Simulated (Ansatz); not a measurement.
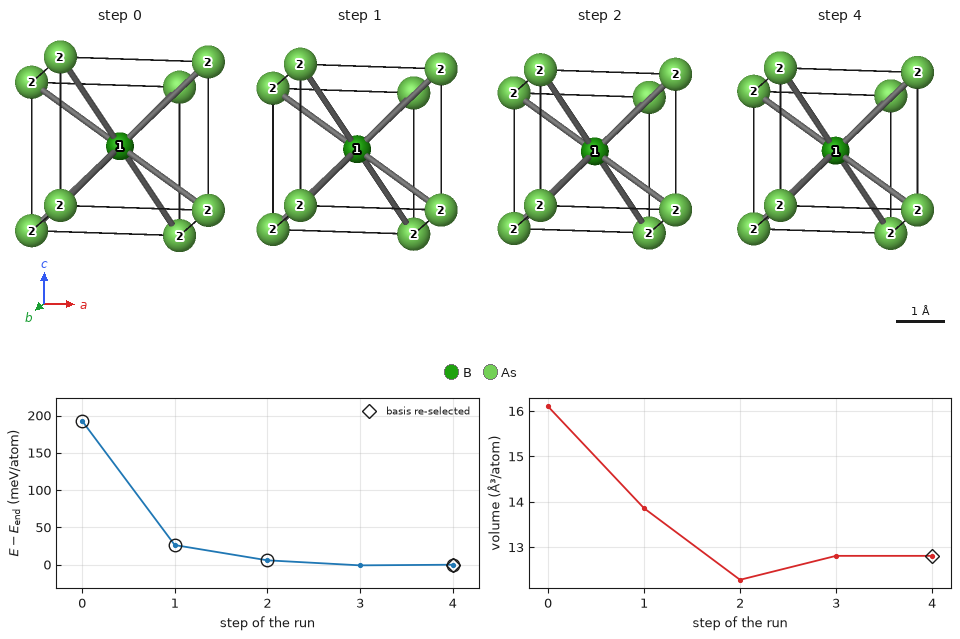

Frames of a relaxation of a crystal of BAs (a generated structure, set up in Pm-3m) (coarse preliminary run), marked on the history of the run. The picture is a ball-and-stick view of the cell of the calculation, seen from a free direction.

Method: Ansatz, DFT PBE, scalar-relativistic, plane waves, PAW. Set-up: plane-wave cutoff 420 eV; k-point mesh 6 × 6 × 6; occupations gaussian; smearing width 0.1 eV; no spin polarisation; cell and atoms relaxed; force threshold 0.04 eV/Å; at most 70 steps.

What happens along the run?

Answer. After 3 accepted moves (4 points after the start) the energy has fallen by 193 meV per atom. All forces vanish by symmetry, so only the cell relaxes. The pressure goes from −15.20 to −0.35 GPa. At 1 point the geometry stayed and the basis and grid were re-selected for the new cell (energy shift of 0.8 meV per atom at most each time). The atoms keep their places relative to the cell (all moves are under 0.005 Å). The drawn cell changes as follows: a = b = c 3.182 → 2.948 Å (−7.3 %); the volume changes by −20.4 %. Near-neighbour distances that change, for instance: B1–As2 2.755 → 2.553 Å. The space group stays Pm-3m (No. 221). The run took 23 s on 1 thread of Intel(R) Xeon(R) Processor @ 2.50GHz (Skylake/Cascade Lake) (shared host), peak memory 0.32 GiB. From step 0 to 1: volume −13.9 %, energy −166 meV per atom. From step 1 to 2: volume −11.4 %, energy −20.5 meV per atom. From step 2 to 4: volume +4.3 %, energy −5.9 meV per atom.

| step | E − E(0), meV/atom | pressure, GPa | volume, Å³/atom | note |
| --- | --- | --- | --- | --- |
| 0 | 0.00 | -15.20 | 16.103 |  |
| 1 | -166.49 | -7.31 | 13.861 |  |
| 2 | -186.96 | 4.69 | 12.284 |  |
| 3 | -193.70 | -0.31 | 12.811 |  |
| 4 | -192.85 | -0.35 | 12.811 | same geometry, new basis |
